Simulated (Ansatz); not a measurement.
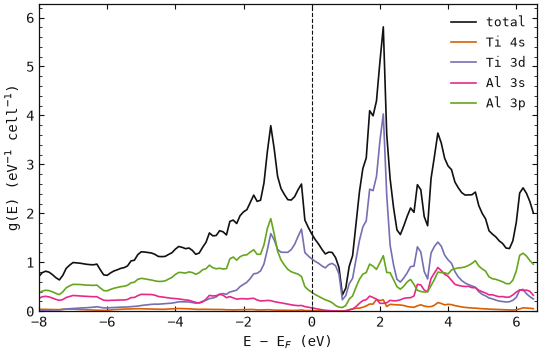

Density of states. Energies are counted from the Fermi level. The partial curves are projected on Löwdin-orthogonalised atomic shells.

Structure: TiAl$_{3}$, space group I4/mmm, 4 atoms in the cell.

Ansatz 0.2.0; DFT r2SCAN, scalar-relativistic, plane waves, PAW, no spin polarisation, 16×16×16 k mesh, 500 eV cutoff.

**What is the density of states at the Fermi level?**

It is a metal. The density of states at the Fermi level is about 1.6 per eV and cell (mean within 0.25 eV), or 0.4 per atom.

**Which states dominate at the Fermi level?**

By projected weight, the states within 0.3 eV of the Fermi level are Ti 3d (70 %) and Al 3p (25 %).

**Where is the centre of the Ti 3d band?**

Over the range shown, the centre of the Ti 3d weight lies 1.1 eV above the Fermi level, and about 30 % of the shell is filled.
